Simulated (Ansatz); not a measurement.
Consider TaN (slab).

```xyz
24
Lattice="2.8707 0.0000 0.0000 0.0000 7.7361 0.0000 0.0000 0.0000 25.8471" Properties=species:S:1:pos:R:3 pbc="T T T"
N     0.0000    2.7074    7.6986
Ta    1.4354    1.2650    7.8947
N     0.0000    5.4664    8.6244
Ta    1.4354    3.9239    8.7580
N     0.0000    0.5499    9.4029
Ta    1.4354    6.6014    9.6821
N     0.0000    3.3276   10.3843
Ta    1.4354    1.6644   10.6896
N     0.0000    6.0967   11.3179
Ta    1.4354    4.4318   11.6418
N     0.0000    1.1129   12.2864
Ta    1.4354    7.1931   12.5819
N     0.0000    3.8777   13.2487
Ta    1.4354    2.2293   13.5635
N     0.0000    6.6279   14.1704
Ta    1.4354    4.9747   14.5302
N     0.0000    1.6841   15.1449
Ta    1.4354    0.0079   15.4300
N     0.0000    4.4255   16.1488
Ta    1.4354    2.7512   16.5018
N     0.0000    7.1672   16.9821
Ta    1.4354    5.5776   17.3726
N     0.0000    1.9967   17.9136
Ta    1.4354    0.5419   18.1966
```

Theory: DFT PBEsol, scalar-relativistic, plane waves, PAW in Ansatz.

**What will maps of the valence pseudo-density and electron localisation function show?**

Ta–N (2.04 Å): the density is about 0.85 e/Å³ at the midpoint; the ELF peaks at about 0.80 in the valence shell of N, 0.6 Å from its nucleus, and drops to about 0.25 between the two atoms (no localised pair shows between them).
Ta–Ta (2.78 Å): ρ at the midpoint is about 0.36 e/Å³; the ELF is about 0.25 at the midpoint (no localised pair shows between them).
Ta–N (2.11 Å): the density is about 0.72 e/Å³ at the midpoint; the ELF peaks at about 0.80 in the valence shell of N, 0.6 Å from its nucleus, and is about 0.25 at the midpoint: no localised pair shows between them.

**Metal or insulator at this level of theory?**

It is metallic or semimetallic at this level of theory: no gap opens.

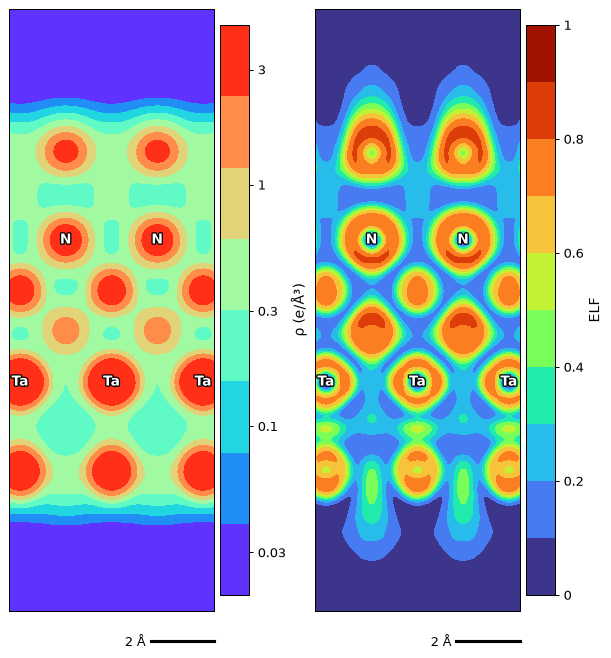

Computed valence pseudo-density and electron localisation function on the (010) plane of the calculation cell, a cut from vacuum to vacuum, in this order. Atoms just off the plane (N, 0.3 Å away and Ta, 0.4 Å away) can leave unmarked features too.

The density is the valence pseudo-density of a PAW calculation; it isn't the true density close to the nuclei.
